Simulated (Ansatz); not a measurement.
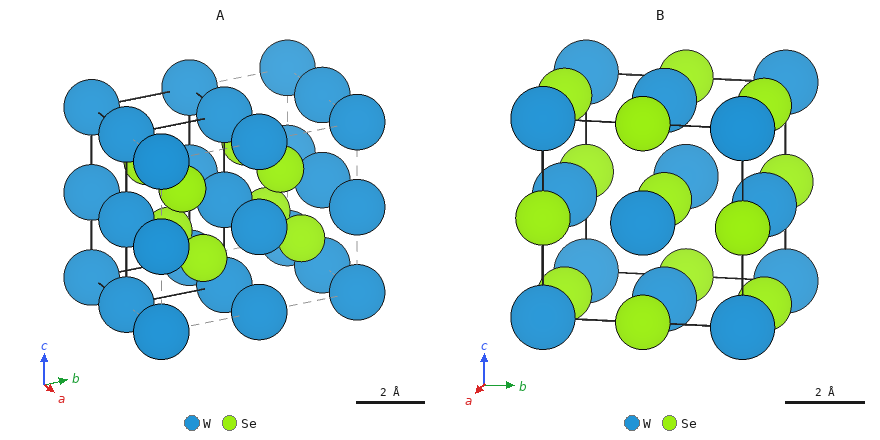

Two structures of WSe, each relaxed to rest (conventional cells in solid outline, small ones repeated, not to one scale). Method: DFT PBE, scalar-relativistic, plane waves, PAW (Ansatz 0.2.0), without spin polarisation.

Question: Describe A and B.

Answer: A: nickel arsenide (NiAs) type, P6_3/mmc. B: rock salt (NaCl type), Fm-3m.

Question: Compare their energies: which is lower?

Answer: A is lower, by 642 meV/atom at this level of theory (energies at zero smearing). Volumes: A 18.5, B 17.9 Å³/atom.

One or both may be structure types tried for this composition rather than known phases.
